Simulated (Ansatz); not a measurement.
**AlRu: single-point calculation**

AlRu (2 atoms in the cell), computed with DFT PBEsol, scalar-relativistic, plane waves, PAW, no spin polarisation (Ansatz 0.2.0).

The structure derives from a Materials Project entry. Figures and captions count atoms from 1; the log counts them from 0 in places.

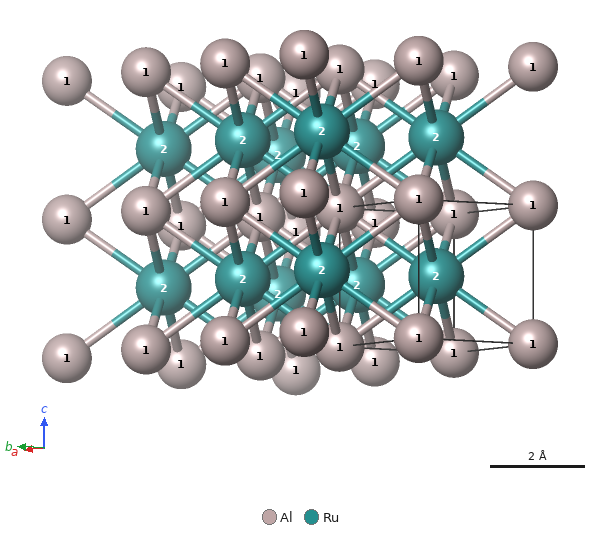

*The structure as given in the input (ball-and-stick view of the cell of the calculation, repeated 3 × 2 × 2, seen at an oblique angle; atoms are numbered from 1 in the order of the input). An atom can appear more than once, as a periodic image.*

### Summary

```csv
quantity,value
outcome,converged
space group (tolerance 0.01 Å),Pm-3m (221)
electrons treated,19
free energy,−6342.3114 eV
Fermi energy,16.037 eV
gap on the k-point mesh,none (metallic)
pressure,−1.45 GPa
largest force (length of the vector),under 0.001 eV/Å
hardware,"4 threads of Intel Xeon (Granite Rapids), 32 GiB of memory available, shared host"
peak memory,0.3 GiB
```

### Input
```yaml
crystal:
  lattice:
    - [2.98249544, 0.0, 0.0]
    - [0.0, 2.98249544, 0.0]
    - [0.0, 0.0, 2.98249544]
  atoms:
    - { symbol: Al, position: [0.0, 0.0, 0.0] }
    - { symbol: Ru, position: [0.5, 0.5, 0.5] }
basis:
  ecutwfc: 420
kpoints:
  mp_grid: { grid: [6, 6, 6] }
hamiltonian:
  xc: pbesol
scf:
  occupations: { method: gaussian, width: 0.1 }
output:
  forces: true
  stress: true
  eigenvalues: true
```

Run as:
```bash
ansatz run input.yaml --threads 4 --pin off --max-ram 10240MiB --backend cpu --events-out ev --progress --plain --runs-dir out
```

### What the program printed
```
Engine: ansatz 0.2.0, x86_64-unknown-linux-gnu
Pseudopotentials: kind: paw
Pseudopotential: Al, paw, valence charge 3, recommended cutoff 420 eV (normal), Al.paw.azcp
Pseudopotential: Ru, paw, valence charge 16, recommended cutoff 420 eV (normal), Ru.paw.azcp
Functional definition: PBEsol
  exchange = pbesol_x
  correlation = pbesol_c
Crystal: 2 atoms, lattice volume = 26.530 Å³
Basis set: ecut = 420 eV, 485 PW (Γ), exchange–correlation on 40×40×40 points (8 copies of the dense FFT grid, shifted against one another)
Bands: 14, of which v1, the nominal top of the filled ones, is band 10 counted from 1 (9 counted from 0)
Symmetry: 48 space group operations
Space group: Pm-3m (ITA 221), of the structure as read, at distance tolerance 3.0e-5 Å
k-points: 20 of 216
Non-local potential: Al, projectors of the file, l = 0: 2, l = 1: 2, l = 2: 1
Non-local potential: Ru, projectors of the file, l = 0: 3, l = 1: 2, l = 2: 2, l = 3: 1
PAW form: soft (Blöchl's): semilocal exchange-correlation on the pseudo side does not see the compensation charge
PAW frozen core: Al, regenerated for the run's functional, and the local potential with it (the file was generated under x = pbe(κ = 0.804, μ = 0.2195149727645171), c = pbe(β = 0.06672455060314922))
PAW frozen core: Ru, regenerated for the run's functional, and the local potential with it (the file was generated under x = pbe(κ = 0.804, μ = 0.2195149727645171), c = pbe(β = 0.06672455060314922))
PAW one-centre angular grid: Al, 110 points (default); XC on 64 Gauss nodes
PAW one-centre angular grid: Ru, 590 points (default); XC on 64 Gauss nodes
Initial density: superposition of atomic densities (neutral atoms: chi_scale 0, normalization atom), corrected by the library's trained network
Initial wavefunctions: pseudopotential atomic-orbital guess
Functional: x = pbesol(κ = 0.804, μ = 0.12345679012345678), c = pbesol(β = 0.046)
SCF iter   1: F=—  HF=-6342.319874 eV  |F-HF|=—  |Δ(HF+E_count)|=         —  Δρ=1.46e-2  dr2=3.36e-2  ethr=1.77e-3  ⟨swp⟩=5.0  Hψ=1497  notcnv=0
preconditioner: auto → none  [metal: Δε(μ)=0.065 eV  Ē_g=8.923 eV  σ=0.100 eV  W_gap=0.34  n_scr=6 (ndim 8)  ℏωp=23.9 eV  f_vac=0.000  D(μ)=2.14/eV (n_scr^D=26)  sad-step TF]
SCF iter   2: F=—  HF=-6342.314088 eV  |F-HF|=—  |Δ(HF+E_count)|=   5.79e-3  Δρ=7.76e-3  dr2=1.05e-2  ethr=1.77e-4  ⟨swp⟩=1.0  Hψ=440  notcnv=0
SCF iter   3: F=—  HF=-6342.311524 eV  |F-HF|=—  |Δ(HF+E_count)|=   2.56e-3  Δρ=5.92e-4  dr2=4.52e-5  ethr=5.53e-5  ⟨swp⟩=2.4  Hψ=380  notcnv=0
SCF iter   4: F=—  HF=-6342.311444 eV  |F-HF|=—  |Δ(HF+E_count)|=   7.96e-5  Δρ=1.67e-4  dr2=6.15e-6  ethr=2.38e-7  ⟨swp⟩=2.0  Hψ=421  notcnv=0
iter 5 did not close the SCF: its close was put off for the readings that it lacked (scf_convergence_deferred on its scf_iter line)
SCF iter   5: F=-6342.311443 eV  HF=-6342.311443 eV  |F-HF|=5.78e-8  |Δ(HF+E_count)|=   1.11e-6  Δρ=2.29e-5  dr2=7.25e-8  ethr=3.24e-8  ⟨swp⟩=2.5  Hψ=398  notcnv=0
SCF iter   6: F=-6342.311443 eV  HF=-6342.311443 eV  |F-HF|=1.47e-9  |Δ(HF+E_count)|=   2.29e-8  Δρ=5.16e-6  dr2=1.97e-9  ethr=3.82e-10  ⟨swp⟩=3.5  Hψ=1076  notcnv=0
SCF 1 converged in 6 iterations: F = -6342.311443 eV  dr2 = 1.97e-9
  greatest PAW one-centre occupation: 0.999 electrons in one spin orbital (limit 2), on the Ru atom at site 1 (counted from 0), in its partial waves of l = 0
SCF converged after 6 iterations
Free energy (F): -6342.311443 eV
Harris-Foulkes:  -6342.311443 eV  (|F-HF|=1.47e-9)
Internal energy: -6342.299254 eV  (E = F + TS)
E sigma→0 (E₀):  -6342.305349 eV
Entropy (-TS):   -0.012189 eV (-6.095 meV/atom)
Fermi energy:    16.037357 eV
--- Per-component energies (eV) ---
  E_band       = -118.909918
  E_kinetic    = 543.308089
  E_local      = -1789.855151  (includes V_loc(G=0)·N_el)
  E_nonlocal   = 356.486430
  E_hartree    = 634.601836
  E_xc         = -230.873556
  E_vxc        = -270.436598  (∫ρ·V_xc dr)
  E_paw        = -3855.325842  (= ΣΔE_a)
  E_vpaw       = -227.614540  (= ΣTr[D̂ρ^β])
  E_aug_tail   = -0.000191  (compensation charges beyond the density's cutoff)
  E_ewald      = -2000.913305
  E_core_change = 0.272435  (= ΣΔE_core)
  E_smearing   = -0.012189  (= −TS)
  E_closure    = -0.000000  (closes the sum)
  Σ components = -6342.311443   (vs F -6342.311443, Δ=0.00e0)
--- Forces (eV/Å), atoms counted from 1 ---
  atom   1  Al    -0.00000000    -0.00000000    -0.00000000
  atom   2  Ru     0.00000000     0.00000000     0.00000000
  max |Σ_I F_I| component: 9.76e-30 eV/Å
--- Stress (GPa, compression-positive) ---
       -1.450561      -0.000000       0.000000
        0.000000      -1.450561      -0.000000
        0.000000       0.000000      -1.450561
  P = ⅓ Tr σ = -1.4506 GPa (-14.506 kbar)
--- Band table (eV; the first three rows and the last of 20) ---
  k-point 0: bands = ["-55.5740", "-25.5423", "-25.5423", "-25.5423", "6.4411", "12.5359", "12.5359", "16.3447", "16.3447", "16.3447", "22.2707", "22.2707", "22.2707", "27.1735"]
  k-point 1: bands = ["-55.5699", "-25.5973", "-25.5377", "-25.5377", "6.9693", "12.6727", "12.7169", "15.7699", "15.7699", "16.4075", "20.4031", "23.2484", "23.2484", "26.1064"]
  k-point 2: bands = ["-55.5616", "-25.7062", "-25.5285", "-25.5285", "8.4265", "12.2679", "13.1196", "14.8955", "14.8955", "16.5369", "18.6680", "24.3564", "25.3334", "25.3334"]
  k-point 19: bands = ["-55.5256", "-25.7089", "-25.7089", "-25.7089", "11.4785", "11.4785", "11.4785", "17.8196", "17.8196", "18.8075", "20.2928", "20.2928", "20.2928", "24.8060"]
```

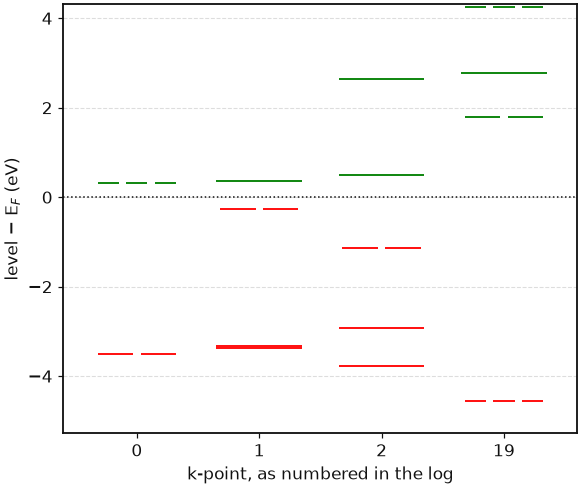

*Kohn–Sham levels near the Fermi level (dotted) at the few k-points that the log prints; levels within 0.02 eV of each other stand side by side.*

The system is metallic on the full mesh.
